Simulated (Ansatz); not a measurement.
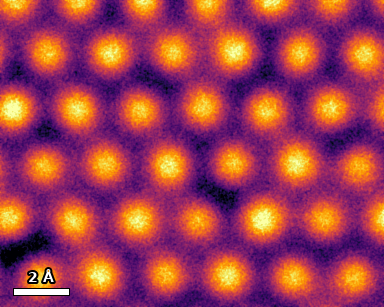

iDPC-like image of Co (I4/mmm, No. 139) along [100]. Simulated as the projected potential of neutral atoms (B = 0.5 Å²) blurred by a 1.25 Å probe, the thin-sample limit of integrated differential phase contrast. The display is stretched by a gamma of 0.8; percentages refer to the linear signal. Shot noise and the speckle of an amorphous layer were added. Atomic positions: coordinates from a relaxation with DFT, r2SCAN, plane waves (500 eV) with PAW, scalar-relativistic in Ansatz 0.2.0; the starting structure was generated, so it need not be a known form of this composition.

What can be read from this image?

Answer. The projected structure repeats with a cell of 2.30 × 2.30 Å, 118°. All columns are alike (Co). The shortest distance between visible columns is 2.30 Å in projection. Along the beam the structure repeats every 2.37 Å.
